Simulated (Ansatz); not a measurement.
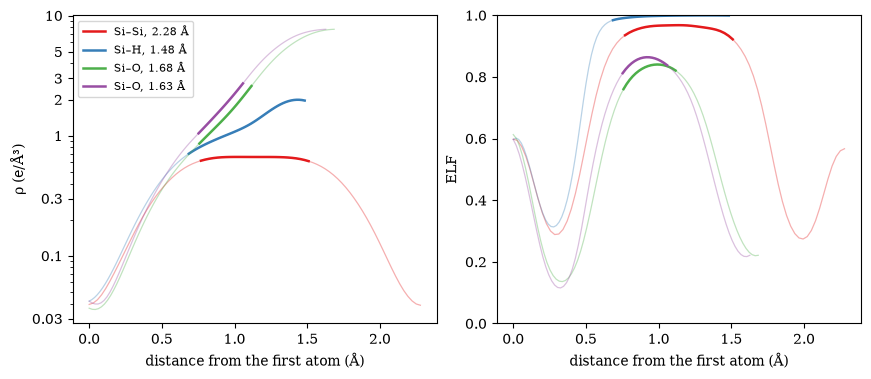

Si12H4O (slab). Valence charge density (pseudo) and ELF along straight lines between neighbouring atoms. Thin, pale parts lie inside the atomic spheres.

Not relaxed (largest force 0.3 eV/Å).

Method: DFT r2SCAN, scalar-relativistic, plane waves, PAW in Ansatz 0.2.0.

Core electrons are frozen (PAW), and the valence fields are smoothed inside the atomic spheres.

Question: What can be read from the curves?

Answer: Si–Si (2.28 Å): the density is about 0.67 e/Å³ at the midpoint; the ELF peaks at about 0.95 between the atoms, as expected for a covalent bond.
Si–H (1.48 Å): the density is about 0.78 e/Å³ at the midpoint; the ELF is about 1 at the midpoint; an ordinary covalent bond to hydrogen.
Si–O (1.68 Å): the density is about 1.1 e/Å³ at the midpoint; the ELF peaks at about 0.85 between the atoms; a shared but strongly polarised pair.
Si–O (1.63 Å): ρ at the midpoint is about 1.3 e/Å³; the ELF peaks at about 0.85 between the atoms, as expected for a polar covalent bond.
